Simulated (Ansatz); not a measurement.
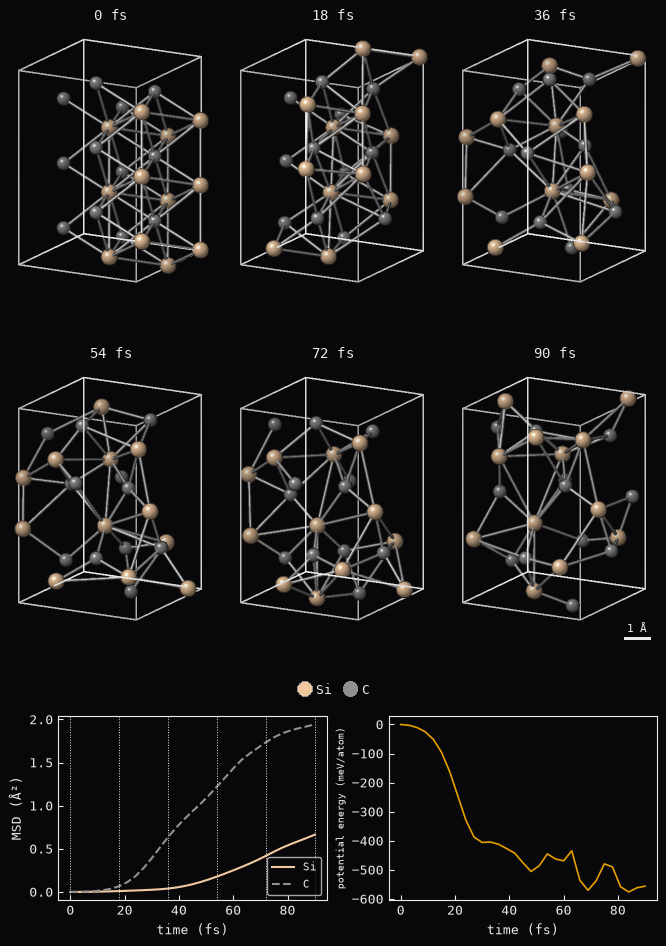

A Born-Oppenheimer molecular dynamics run of a 24-atom cell of SiC (built on the CsCl type), 90 fs long. Frames and the history of the run. The picture is a ball-and-stick view of the simulation cell, seen from a free direction. Atoms that leave the cell re-enter on the other side. Bonds to atoms that aren't drawn are left out.

Method: DFT, PBE, plane waves, PAW (Ansatz). Run with plane-wave cutoff 420 eV; k-point mesh 4 × 4 × 2; Fermi-Dirac smearing 0.039 eV; constant energy (NVE); velocities drawn for 450 K; time step 3 fs.

Q: What do the frames and curves show?

A: Over the second half the temperature averages 4528 K (spread ±351 K). It is well above the start because potential energy is released as heat. The potential energy in the second half lies on average 509 meV per atom below the first frame. Root-mean-square distances from the starting positions over the second half, with the common drift of all atoms taken out: C 1.25 Å, Si 0.60 Å. The potential energy sinks well below that of the force-free first frame, so the starting arrangement isn't stable at these settings: the atoms shift into a lower-energy one. Bond changes: one C–C bond forms at about 54 fs; 2 Si–Si bonds form between 63 fs and 78 fs; 7 C–Si bonds form between 66 fs and 90 fs; 5 C–Si bonds break between 69 fs and 87 fs; one Si–Si bond breaks at about 84 fs.

Limits of the set-up: the k-point mesh is coarse for a cell with partly filled bands.

Cost: 110 s on 4 threads of AMD EPYC 9R14 (Zen 4), on a shared host, peak memory 0.89 GiB.
